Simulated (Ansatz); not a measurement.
## Run report: HfO2, single-point calculation (part 2 of 2)

HfO2 (P2₁/c, 12 atoms in the cell); DFT, dielectric-dependent PBE0 (fraction 1/eps_inf of PBE), plane waves, PAW, no spin polarisation (Ansatz 0.2.0); cutoff 420 eV, 4×4×4 k-mesh, fixed occupations. The structure derives from an entry of the Crystallography Open Database. The geometry comes from this level: r2SCAN.

Output, continued:
```
  k-point 1: bands = ["-49.5918", "-49.5751", "-49.5688", "-49.5686", "-17.5913", "-17.5430", "-17.5228", "-17.3813", "-17.3261", "-17.1874", "-17.1865", "-17.1694", "-17.1190", "-17.0896", "-17.0598", "-17.0478", "-6.2864", "-5.0962", "-5.0819", "-4.9691", "-4.5421", "-4.4106", "-4.3456", "-4.1838", "0.5290", "0.5357", "0.5419", "0.5445", "0.5461", "0.5491", "0.5565", "0.5571", "0.5605", "0.5618", "0.5625", "0.5657", "0.5666", "0.5684", "0.5710", "0.5748", "0.5768", "0.5804", "0.5805", "0.5851", "0.5900", "0.5906", "0.6051", "0.6099", "0.6208", "0.6319", "0.6413", "0.6703", "7.3106", "7.5542", "8.0787", "8.1853", "8.3901", "8.6617", "9.0621", "9.3900", "9.4333", "9.9297", "10.1853", "10.2655", "10.4926", "10.7948", "10.8444", "11.0602", "11.3304", "11.4250", "11.5773", "11.9738", "12.0783", "12.3463", "12.5547", "12.7329", "19.5418", "19.9044", "20.1233", "20.5935", "20.9733", "21.0580", "21.5715"]
  k-point 2: bands = ["-49.5833", "-49.5833", "-49.5689", "-49.5689", "-17.4799", "-17.4799", "-17.4585", "-17.4585", "-17.3291", "-17.3291", "-17.1473", "-17.1473", "-17.1286", "-17.1286", "-17.0795", "-17.0795", "-5.6590", "-5.6590", "-4.9817", "-4.9817", "-4.4985", "-4.4985", "-4.3358", "-4.3358", "0.5301", "0.5301", "0.5454", "0.5454", "0.5493", "0.5493", "0.5566", "0.5566", "0.5587", "0.5587", "0.5632", "0.5632", "0.5695", "0.5695", "0.5720", "0.5720", "0.5769", "0.5769", "0.5811", "0.5811", "0.5935", "0.5935", "0.6183", "0.6183", "0.6259", "0.6259", "0.6382", "0.6382", "7.8334", "7.8334", "8.4053", "8.4053", "8.5774", "8.5774", "9.1769", "9.1769", "9.5470", "9.5470", "9.9588", "9.9588", "10.4189", "10.4189", "10.9027", "10.9027", "11.3046", "11.3046", "11.8950", "11.8950", "12.0293", "12.0293", "12.4360", "12.4360", "19.7106", "19.7106", "20.2522", "20.2522", "21.1864", "21.1864", "21.8117"]
  k-point 29: bands = ["-49.5794", "-49.5794", "-49.5727", "-49.5727", "-17.6122", "-17.6122", "-17.5728", "-17.5728", "-17.1763", "-17.1763", "-17.1130", "-17.1130", "-17.1035", "-17.1035", "-17.0346", "-17.0346", "-5.6170", "-5.6170", "-5.2883", "-5.2883", "-4.3109", "-4.3109", "-4.2495", "-4.2495", "0.5382", "0.5382", "0.5442", "0.5442", "0.5519", "0.5519", "0.5526", "0.5526", "0.5659", "0.5659", "0.5667", "0.5667", "0.5696", "0.5696", "0.5729", "0.5729", "0.5773", "0.5773", "0.5784", "0.5784", "0.5877", "0.5877", "0.6018", "0.6018", "0.6231", "0.6231", "0.6441", "0.6441", "8.1530", "8.1530", "8.3961", "8.3961", "8.7609", "8.7609", "9.1355", "9.1355", "9.9086", "9.9086", "10.0133", "10.0133", "10.4775", "10.4775", "10.5051", "10.5051", "11.2626", "11.2626", "11.6692", "11.6692", "11.8308", "11.8308", "12.1743", "12.1743", "19.5162", "19.5162", "20.2410", "20.2410", "20.7062", "20.7062", "21.1294"]
```

File rho_z.tsv:
```
# z_ang	rho[e/angstrom^3]
# format = ansatz-planar-average/11
# lattice	5.113778502	0.000000000	-0.005705101
# lattice	0.000000000	5.181479877	0.000000000
# lattice	-0.863746080	0.000000000	5.224013683
# sites	12
# site	72	1.232545616	0.216718528	1.086042547
# site	72	3.449359846	2.807458466	1.520259193
# site	72	3.017486807	4.964761349	4.132266035
# site	72	0.800672576	2.374021410	3.698049389
# site	8	1.877267042	3.925947973	2.497198653
# site	8	2.804638420	1.335208035	0.109103087
# site	8	2.372765380	1.255531904	2.721109928
# site	8	1.445394002	3.846271842	5.109205495
# site	8	0.061776580	1.730141887	1.796237895
# site	8	4.620128882	4.320881825	0.810063845
# site	8	4.188255842	3.451337990	3.422070687
# site	8	-0.370096460	0.860598051	4.408244737
0.000000	6.454334e-1
0.147082	6.339226e-1
0.294163	6.223014e-1
0.441245	6.652645e-1
0.588327	8.090310e-1
0.735408	1.057004e0
0.882490	1.360908e0
1.029571	1.640821e0
1.176653	1.827423e0
1.323735	1.890738e0
1.470816	1.827423e0
1.617898	1.640821e0
1.764980	1.360908e0
1.912061	1.057004e0
2.059143	8.090310e-1
2.206224	6.652645e-1
2.353306	6.223014e-1
2.500388	6.339226e-1
2.647469	6.454334e-1
2.794551	6.339226e-1
2.941633	6.223014e-1
3.088714	6.652645e-1
3.235796	8.090310e-1
3.382878	1.057004e0
3.529959	1.360908e0
3.677041	1.640821e0
3.824122	1.827423e0
3.971204	1.890738e0
4.118286	1.827423e0
4.265367	1.640821e0
4.412449	1.360908e0
4.559531	1.057004e0
4.706612	8.090310e-1
4.853694	6.652645e-1
5.000775	6.223014e-1
5.147857	6.339226e-1
```

File v_z.tsv:
```
# z_ang	v_es[eV]	v_tot[eV]
# format = ansatz-planar-average/11
# xc	{"exchange":"pbe","correlation":"pbe","exx":{"coeff":0.205748039355793,"omega":null}}
# density_cutoff_ev	1680
# datasets	Hf=:simpson_from_first_knot:soft:fock:shift=0	O=:simpson_from_first_knot:soft:fock:shift=0
# lattice	5.113778502	0.000000000	-0.005705101
# lattice	0.000000000	5.181479877	0.000000000
# lattice	-0.863746080	0.000000000	5.224013683
# sites	12
# site	72	1.232545616	0.216718528	1.086042547
# site	72	3.449359846	2.807458466	1.520259193
# site	72	3.017486807	4.964761349	4.132266035
# site	72	0.800672576	2.374021410	3.698049389
# site	8	1.877267042	3.925947973	2.497198653
# site	8	2.804638420	1.335208035	0.109103087
# site	8	2.372765380	1.255531904	2.721109928
# site	8	1.445394002	3.846271842	5.109205495
# site	8	0.061776580	1.730141887	1.796237895
# site	8	4.620128882	4.320881825	0.810063845
# site	8	4.188255842	3.451337990	3.422070687
# site	8	-0.370096460	0.860598051	4.408244737
0.000000	1.196912e1	3.147783e0
0.147082	1.184905e1	2.981972e0
0.294163	1.133919e1	2.363739e0
0.441245	1.068054e1	1.558808e0
0.588327	9.898266e0	6.164578e-1
0.735408	8.925714e0	-5.952790e-1
0.882490	7.923122e0	-1.874598e0
1.029571	7.149234e0	-2.907019e0
1.176653	6.708342e0	-3.556248e0
1.323735	6.482889e0	-3.845482e0
1.470816	6.708342e0	-3.556248e0
1.617898	7.149234e0	-2.907019e0
1.764980	7.923122e0	-1.874598e0
1.912061	8.925714e0	-5.952790e-1
2.059143	9.898266e0	6.164578e-1
2.206224	1.068054e1	1.558808e0
2.353306	1.133919e1	2.363739e0
2.500388	1.184905e1	2.981972e0
2.647469	1.196912e1	3.147783e0
2.794551	1.184905e1	2.981972e0
2.941633	1.133919e1	2.363739e0
3.088714	1.068054e1	1.558808e0
3.235796	9.898266e0	6.164578e-1
3.382878	8.925714e0	-5.952790e-1
3.529959	7.923122e0	-1.874598e0
3.677041	7.149234e0	-2.907019e0
3.824122	6.708342e0	-3.556248e0
3.971204	6.482889e0	-3.845482e0
4.118286	6.708342e0	-3.556248e0
4.265367	7.149234e0	-2.907019e0
4.412449	7.923122e0	-1.874598e0
4.559531	8.925714e0	-5.952790e-1
4.706612	9.898266e0	6.164578e-1
4.853694	1.068054e1	1.558808e0
5.000775	1.133919e1	2.363739e0
5.147857	1.184905e1	2.981972e0
```

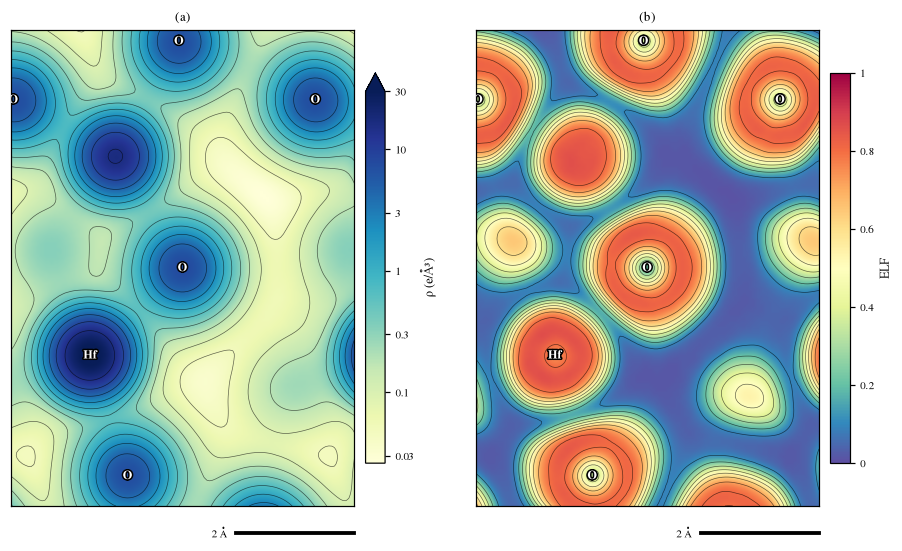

*(a) valence electron density; (b) ELF on the (011) plane of the conventional cell.*

The plane passes through Hf and O nuclei. Hf–O (2.14 Å): the density is about 0.66 e/Å³ at the midpoint; the ELF peaks at about 0.85 in the valence shell of O, 0.6 Å from its nucleus, and drops to about 0.15 between the two atoms. Away from the nuclei the density in this plane falls to 0.03 e/Å³ at its lowest. The strong features right at Hf lie inside the PAW spheres (semicore, d or f shells) and say nothing about bonding. In a PAW calculation such maps are meaningful between the atoms, not at the nuclei.

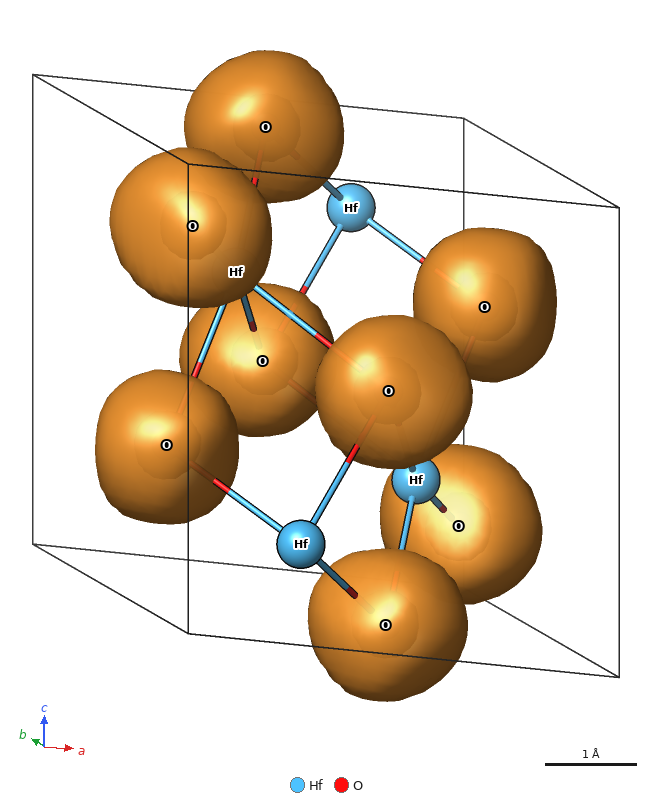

*Isosurface of the electron localisation function at 0.7 (orange), seen slightly off an axis. Only the valence region is drawn (cores and ρ < 0.01 e/Å³ removed). Sticks mark near contacts. The outline is the cell set on symmetry axes.*

Along the contacts the grid gives the following. Hf–O (2.04 Å): the ELF peaks at about 0.85 in the valence shell of O, 0.6 Å from its nucleus, and drops to about 0.20 between the two atoms. Hf–O (2.14 Å): the ELF peaks at about 0.85 in the valence shell of O, 0.6 Å from its nucleus, and drops to about 0.15 between the two atoms.

This output came from the following input.

Input file:
```yaml
crystal:
  lattice:
    - [5.1137785016, 0.0, -0.0057051012]
    - [0.0, 5.1814798767, 0.0]
    - [-0.8637460795, 0.0, 5.2240136831]
  atoms:
    - { symbol: Hf, position: [0.2761899071, 0.0418256045, 0.2081959016] }
    - { symbol: Hf, position: [0.7238100929, 0.5418256045, 0.2918040984] }
    - { symbol: Hf, position: [0.7238100929, 0.9581743955, 0.7918040984] }
    - { symbol: Hf, position: [0.2761899071, 0.4581743955, 0.7081959016] }
    - { symbol: O, position: [0.4479232036, 0.7576885497, 0.4785121656] }
    - { symbol: O, position: [0.5520767964, 0.2576885497, 0.0214878344] }
    - { symbol: O, position: [0.5520767964, 0.2423114503, 0.5214878344] }
    - { symbol: O, position: [0.4479232036, 0.7423114503, 0.9785121656] }
    - { symbol: O, position: [0.0701703011, 0.3339088307, 0.3439191267] }
    - { symbol: O, position: [0.9298296989, 0.8339088307, 0.1560808733] }
    - { symbol: O, position: [0.9298296989, 0.6660911693, 0.6560808733] }
    - { symbol: O, position: [0.0701703011, 0.1660911693, 0.8439191267] }
  host: atoms
kpoints:
  mp_grid: { grid: [4, 4, 4] }
  band_path:
    path:
      - [0.0, 0.0, 0.0]
      - [0.0, 0.5, 0.0]
      - [0.0, 0.5, 0.5]
      - [0.0, 0.0, 0.5]
      - [-0.5, 0.0, 0.5]
      - [-0.5, 0.5, 0.5]
      - [-0.5, 0.5, 0.0]
      - [-0.5, 0.0, 0.0]
    npoints: 1
hamiltonian:
  xc:
    exchange: pbe
    correlation: pbe
    exx: { coeff: inverse_dielectric }
scf:
  occupations: { method: fixed }
  n_extra_bands: 7
output:
  forces: true
  stress: true
  eigenvalues: true
  write_density: true
  write_potential: true
  elf: true
  volumetric_format: npy
```

Run as:
```bash
ansatz run input.yaml --threads 8 --pin off --max-ram 20275MiB --backend cpu --events-out ev --progress --plain --runs-dir out
```

Results in brief:

| quantity | value |
| --- | --- |
| outcome | converged |
| space group (tolerance 0.01 Å) | P2₁/c (14) |
| electrons treated | 152 |
| free energy | −67440.1903 eV |
| Fermi energy | 12.951 eV |
| gap on the k-point mesh | 6.02 eV |
| pressure | 1.03 GPa |
| largest force (length of the vector) | 0.055 eV/Å |
| hardware | 8 threads of Arm Neoverse V2, 24 GiB of memory available, shared host |
| wall time | 2.7 min (CPU time 19 min) |
| peak memory | 4.9 GiB |

Notes:

Warnings of the run: the exchange loop's threshold is looser than advised for the stress; the SCF threshold is looser than advised for the printed stress. Spin–orbit coupling is left out, which matters for Hf.
